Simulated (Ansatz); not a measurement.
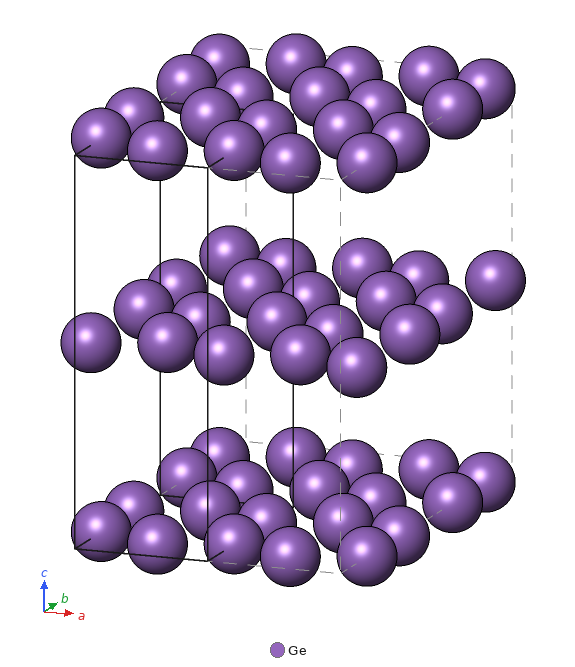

A spheres-only rendering, viewed slightly off an axis. The picture spans 2×2×1 cells, one drawn cell (a repeat of the simulation cell) being drawn with solid lines.

Ge, a = 3.32 Å, b = 5.55 Å, c = 9.44 Å, α = 90.00°, β = 90.00°, γ = 90.00°.

Results below were computed with DFT PBEsol, scalar-relativistic, plane waves, PAW in Ansatz; the settings were cutoff 420 eV, k-points about 0.16 Å⁻¹ apart, Gaussian smearing of 0.1 eV, no spin polarisation.

Predict the gap.

Answer. A metal: bands cross the Fermi level.

How far is the cell from zero pressure?

Answer. The computed pressure is 98.5 GPa (compressed: it would expand). The stress isn't hydrostatic: its largest component is 211.4 GPa.

The model was built from a structure listed in the Materials Project, with elements exchanged, so it need not be a known form of the compound. The cell was then strained or its atoms displaced on purpose. An electronic-structure calculation with Ansatz was run on it.

At this level of theory the cell isn't at rest (compressed, at 98 GPa and forces up to 9.7 eV/Å), so its distances can differ from those at equilibrium, the more so the softer the solid.
